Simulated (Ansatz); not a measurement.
Single-point calculation, with input and output: C

The run: single-point calculation of C (10 atoms in the cell). Method and program: DFT LDA, scalar-relativistic, plane waves, PAW, no spin polarisation (Ansatz 0.2.0).

The structure derives from an entry of the Crystallography Open Database. It belongs to a series of runs on one base structure; here: mode 8 (651.8 1/cm) frozen in, largest displacement +0.105 A. Figures and captions count atoms from 1; the log counts them from 0 in places.

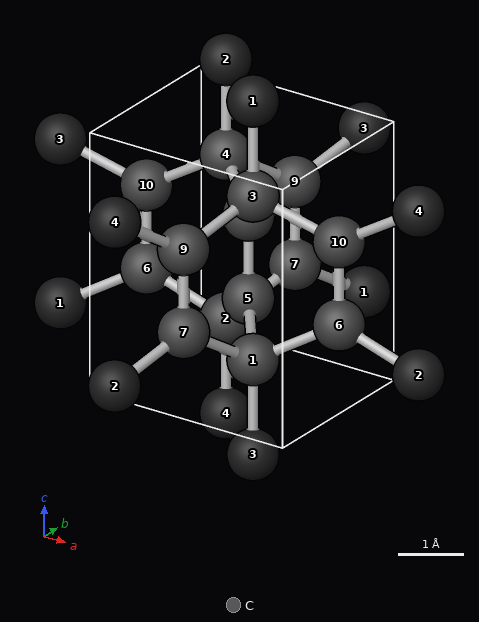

Fig. 1: The input geometry (ball-and-stick view of the cell of the calculation, seen slightly off an axis; neighbours outside the cell are drawn fainter; atoms are numbered from 1 in the order of the input). An atom can appear more than once, as a periodic image.

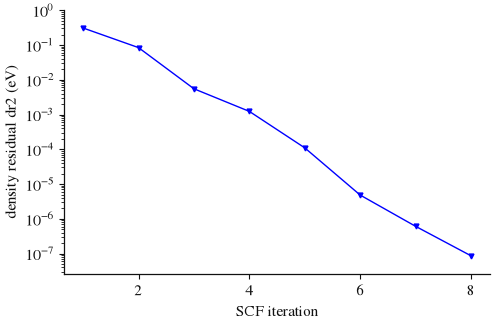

Fig. 2: Convergence of the self-consistent field: density residual dr2 against the SCF iteration. The residual falls at every step.

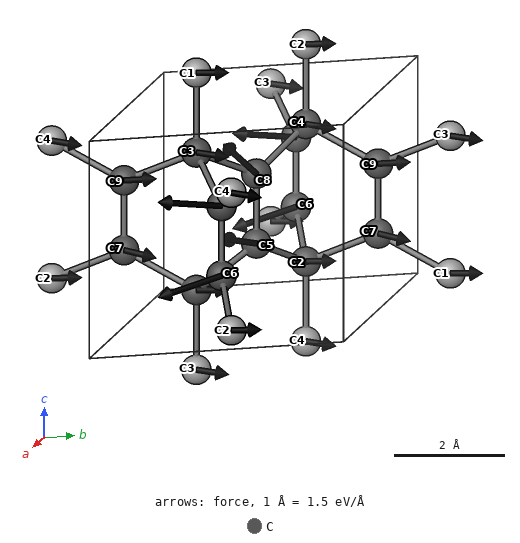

Fig. 3: Forces on the atoms as black arrows (ball-and-stick view of the cell of the calculation, seen slightly off an axis; neighbours outside the cell are drawn fainter; atoms are numbered from 1 in the order of the input). The largest act on C6, C10 (2.02 eV/Å); C5, C8 (1.98 eV/Å); C7, C9 (0.98 eV/Å); C1, C3 (0.95 eV/Å), among others. The geometry is not a stationary point of this energy.

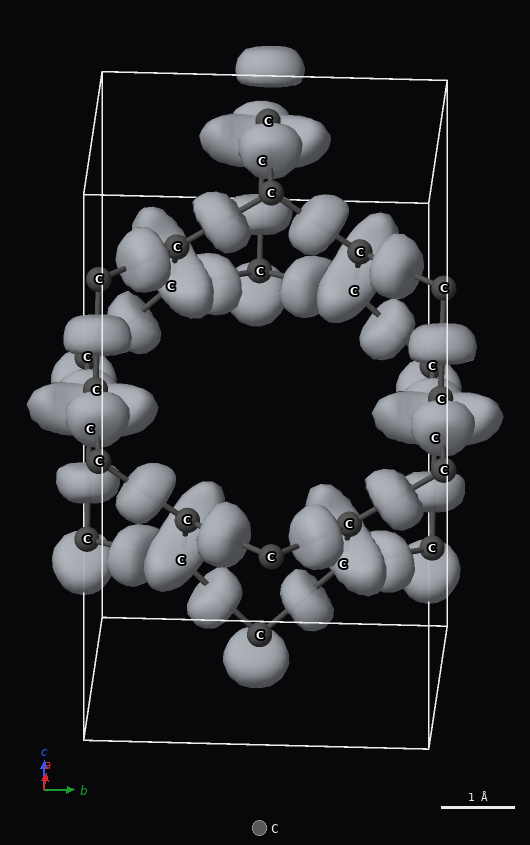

Fig. 4: Isosurface of the electron localisation function at 0.8 (grey), seen at an oblique angle. Core shells and regions of very low density are left out. Sticks mark near contacts. The outline is the cell set on symmetry axes. The ELF exceeds this value in 34 regions between bonded C–C atoms (shared pairs), counted in one cell of 20 atoms. Along the contacts the grid gives the following. C–C (1.33 Å): the ELF peaks at about 0.90 between the atoms (inside overlapping PAW spheres, so only a guide); a double or triple bond. C–C (1.52 Å): the ELF peaks at about 0.95 between the atoms, which marks a shared electron pair. The fields are those of the smooth PAW valence density.

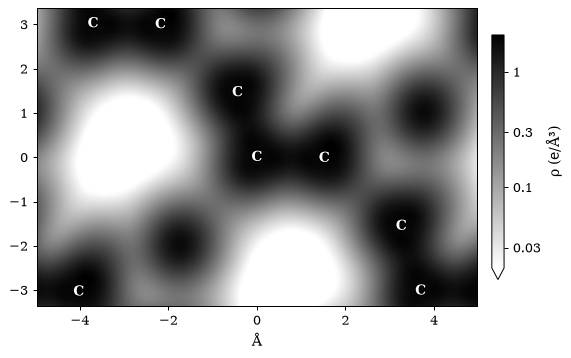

Fig. 5: Valence pseudo-density on the (111) plane of the conventional cell. The section cuts through C sites. C–C (1.53 Å): the density is about 1.6 e/Å³ at the midpoint. Away from the nuclei the density in this plane falls to 0.005 e/Å³ at its lowest.

The input that produced these results follows, with the program's output.

### Input file
```yaml
crystal:
  lattice:
    - [4.7749561441, 0.0, 0.0]
    - [-2.3874780721, 4.1352333227, 0.0]
    - [0.0, 0.0, 4.1319840994]
  atoms:
    - { symbol: C, position: [0.6610003445, 0.3215120334, 0.1834601066] }
    - { symbol: C, position: [0.3276670112, 0.6548453667, 0.1834601066] }
    - { symbol: C, position: [0.6610003445, 0.3215120334, 0.8165398934] }
    - { symbol: C, position: [0.3276670112, 0.6548453667, 0.8165398934] }
    - { symbol: C, position: [0.5240194157, 0.5175834327, 0.3395339646] }
    - { symbol: C, position: [-0.0059250179, 0.5184201682, 0.3395339646] }
    - { symbol: C, position: [0.4932382466, -0.012361001, 0.3395339646] }
    - { symbol: C, position: [0.5240194157, 0.5175834327, 0.6604660354] }
    - { symbol: C, position: [0.4932382466, -0.012361001, 0.6604660354] }
    - { symbol: C, position: [-0.0059250179, 0.5184201682, 0.6604660354] }
basis:
  ecutwfc: 420
kpoints:
  mp_grid: { grid: [12, 12, 10] }
hamiltonian:
  xc: lda
scf:
  occupations: { method: gaussian, width: 0.15 }
output:
  forces: true
  stress: true
  eigenvalues: true
  write_density: true
  write_potential: true
  elf: true
  volumetric_format: npy
```

Run as:
```bash
ansatz run input.yaml --threads 2 --pin off --max-ram 5120MiB --backend cpu --events-out ev --progress --plain --runs-dir out
```

### Output
```
Engine: ansatz 0.2.0, x86_64-unknown-linux-gnu
Pseudopotentials: kind: paw
Pseudopotential: C, paw, valence charge 4, recommended cutoff 420 eV (normal), C.paw.azcp
Functional definition: SPW92
  exchange = slater_x
  correlation = pw_c
Crystal: 10 atoms, lattice volume = 81.588 Å³
Basis set: ecut = 420 eV, 1579 PW (Γ)
Bands: 30, of which v1, the nominal top of the filled ones, is band 20 counted from 1 (19 counted from 0)
Symmetry: 2 space group operations
Space group: Pm (ITA 6), of the structure as read, at distance tolerance 4.3e-5 Å
k-points: 444 of 1440 (time reversal used)
Non-local potential: C, projectors of the file, l = 0: 2, l = 1: 2, l = 2: 1
PAW form: soft (Blöchl's): semilocal exchange-correlation on the pseudo side does not see the compensation charge
PAW frozen core: C, regenerated for the run's functional, and the local potential with it (the file was generated under x = pbe(κ = 0.804, μ = 0.2195149727645171), c = pbe(β = 0.06672455060314922))
PAW one-centre angular grid: C, 110 points (default); XC on 64 Gauss nodes
Initial density: superposition of atomic densities (neutral atoms: chi_scale 0, normalization atom), corrected by the library's trained network
Initial wavefunctions: pseudopotential atomic-orbital guess
Functional: x = slater, c = lda
SCF iter   1: F=—  HF=-2424.162453 eV  |F-HF|=—  |Δ(HF+E_count)|=         —  Δρ=1.86e-2  dr2=3.08e-1  ethr=1.77e-3  ⟨swp⟩=6.1  Hψ=63567  notcnv=0  defer=226
preconditioner: auto → Kerker (q_TF=auto, 2.423 Å⁻¹)  [metal: Δε(μ)=0.014 eV  Ē_g=14.991 eV  σ=0.150 eV  W_gap=0.05  n_scr=20 (ndim 8)  ℏωp=26.0 eV  f_vac=0.105  D(μ)=0.85/eV (n_scr^D=0)]
SCF iter   2: F=—  HF=-2424.092579 eV  |F-HF|=—  |Δ(HF+E_count)|=   6.99e-2  Δρ=9.83e-3  dr2=8.40e-2  ethr=7.69e-4  ⟨swp⟩=1.0  Hψ=16874  notcnv=0  defer=297
SCF iter   3: F=—  HF=-2424.067415 eV  |F-HF|=—  |Δ(HF+E_count)|=   2.52e-2  Δρ=1.73e-3  dr2=5.50e-3  ethr=2.10e-4  ⟨swp⟩=2.3  Hψ=17228  notcnv=0  defer=297
SCF iter   4: F=—  HF=-2424.066937 eV  |F-HF|=—  |Δ(HF+E_count)|=   4.77e-4  Δρ=8.15e-4  dr2=1.23e-3  ethr=1.38e-5  ⟨swp⟩=2.7  Hψ=19334  notcnv=0  defer=297
SCF iter   5: F=—  HF=-2424.067273 eV  |F-HF|=—  |Δ(HF+E_count)|=   3.35e-4  Δρ=2.58e-4  dr2=1.10e-4  ethr=3.08e-6  ⟨swp⟩=2.2  Hψ=20084  notcnv=0  defer=297
SCF iter   6: F=—  HF=-2424.067360 eV  |F-HF|=—  |Δ(HF+E_count)|=   8.75e-5  Δρ=6.15e-5  dr2=4.83e-6  ethr=2.75e-7  ⟨swp⟩=2.3  Hψ=18926  notcnv=0  defer=297
SCF iter   7: F=—  HF=-2424.067364 eV  |F-HF|=—  |Δ(HF+E_count)|=   3.59e-6  Δρ=1.65e-5  dr2=6.09e-7  ethr=1.21e-8  ⟨swp⟩=2.3  Hψ=19365  notcnv=0  defer=594
SCF iter   8: F=-2424.067364 eV  HF=-2424.067364 eV  |F-HF|=5.09e-8  |Δ(HF+E_count)|=   5.14e-8  Δρ=6.78e-6  dr2=8.64e-8  ethr=2.50e-10  ⟨swp⟩=15.5  Hψ=102294  notcnv=0
SCF 1 converged in 8 iterations: F = -2424.067364 eV  dr2 = 8.64e-8
  greatest PAW one-centre occupation: 0.667 electrons in one spin orbital (limit 2), on the C atom at site 8 (counted from 0), in its partial waves of l = 0
SCF converged after 8 iterations
Free energy (F): -2424.067364 eV
Harris-Foulkes:  -2424.067364 eV  (|F-HF|=5.09e-8)
Internal energy: -2424.055829 eV  (E = F + TS)
E sigma→0 (E₀):  -2424.061597 eV
Entropy (-TS):   -0.011534 eV (-1.153 meV/atom)
Fermi energy:    8.189627 eV
--- Per-component energies (eV) ---
  E_band       = -44.534801
  E_kinetic    = 916.293992
  E_local      = -1630.954416  (includes V_loc(G=0)·N_el)
  E_nonlocal   = 282.186729
  E_hartree    = 529.044696
  E_xc         = -477.814941
  E_vxc        = -594.275318  (∫ρ·V_xc dr)
  E_paw        = -918.178866  (= ΣΔE_a)
  E_vpaw       = -75.868528  (= ΣTr[D̂ρ^β])
  E_aug_tail   = 0.000107  (compensation charges beyond the density's cutoff)
  E_ewald      = -1125.261455
  E_core_change = 0.628325  (= ΣΔE_core)
  E_smearing   = -0.011534  (= −TS)
  E_closure    = 0.000000  (closes the sum)
  Σ components = -2424.067364   (vs F -2424.067364, Δ=0.00e0)
--- Forces (eV/Å), atoms counted from 1 ---
  atom   1  C     -0.02030618     0.94447670     0.07091423
  atom   2  C     -0.02315835     0.87746326     0.08149764
  atom   3  C     -0.02030618     0.94447670    -0.07091423
  atom   4  C     -0.02315835     0.87746326    -0.08149764
  atom   5  C     -1.39262378    -1.36107265    -0.35779544
  atom   6  C      1.38352076    -1.42638628    -0.36935468
  atom   7  C      0.05256831     0.96547923    -0.14019868
  atom   8  C     -1.39262378    -1.36107265     0.35779544
  atom   9  C      0.05256831     0.96547923     0.14019868
  atom  10  C      1.38352076    -1.42638628     0.36935468
  max |Σ_I F_I| component: 7.95e-5 eV/Å
--- Stress (GPa, compression-positive) ---
        0.452770       0.074016       0.000000
        0.074016      -2.554706       0.000000
        0.000000       0.000000       0.489486
  P = ⅓ Tr σ = -0.5375 GPa (-5.375 kbar)
--- Band table (eV; the first three rows and the last of 444) ---
  k-point 0: bands = ["-12.5546", "-8.4932", "-6.6913", "-6.6777", "-6.4064", "-5.5849", "-3.1981", "-1.3123", "-1.0557", "-1.0215", "-0.6364", "-0.6017", "0.0471", "0.0889", "3.8264", "3.8910", "4.9290", "5.8428", "5.8620", "8.3238", "9.8389", "11.4508", "11.8749", "12.4615", "12.4772", "14.5979", "15.1199", "16.3922", "16.5834", "16.6203"]
  k-point 1: bands = ["-12.4953", "-8.4293", "-7.2097", "-6.6491", "-6.6368", "-4.6862", "-3.6777", "-1.2696", "-1.1934", "-0.9906", "-0.9563", "-0.7516", "0.6584", "0.7010", "3.5783", "3.6618", "4.8477", "5.8143", "5.9161", "8.3399", "9.9008", "11.3274", "11.7410", "12.7769", "12.8147", "14.5490", "14.8594", "16.4027", "16.5867", "16.6181"]
  k-point 2: bands = ["-12.3204", "-8.2386", "-8.2057", "-6.5349", "-6.5213", "-4.5254", "-3.4018", "-2.0210", "-1.9602", "-0.7927", "-0.7644", "0.1672", "1.4761", "1.5174", "2.9982", "3.1054", "4.3861", "5.8269", "6.0759", "8.3831", "10.0721", "11.0401", "11.4350", "13.6057", "13.6992", "14.2493", "14.4207", "16.3752", "16.5076", "16.5815"]
  k-point 443: bands = ["-10.6948", "-9.6581", "-9.3218", "-8.3524", "-6.3005", "-3.5682", "-3.2827", "-1.5379", "-0.8776", "0.6495", "1.2649", "1.5511", "1.5794", "1.8508", "2.2143", "2.4541", "2.6620", "4.2619", "5.7342", "7.4540", "8.3004", "9.5600", "12.5629", "14.2952", "14.6170", "15.2951", "15.4833", "15.9641", "16.3804", "16.8271"]
```

### Summary

| quantity | value |
| --- | --- |
| outcome | converged |
| space group (tolerance 0.01 Å) | Amm2 (38) |
| electrons treated | 40 |
| free energy | −2424.0674 eV |
| Fermi energy | 8.190 eV |
| gap on the k-point mesh | none (metallic) |
| pressure | −0.54 GPa |
| largest force (length of the vector) | 2.021 eV/Å |
| hardware | 2 threads of Oxide Virtual Turin-like (Zen 5), 32 GiB of memory available, shared host |
| wall time | 39 s (CPU time 77 s) |
| peak memory | 1 GiB |
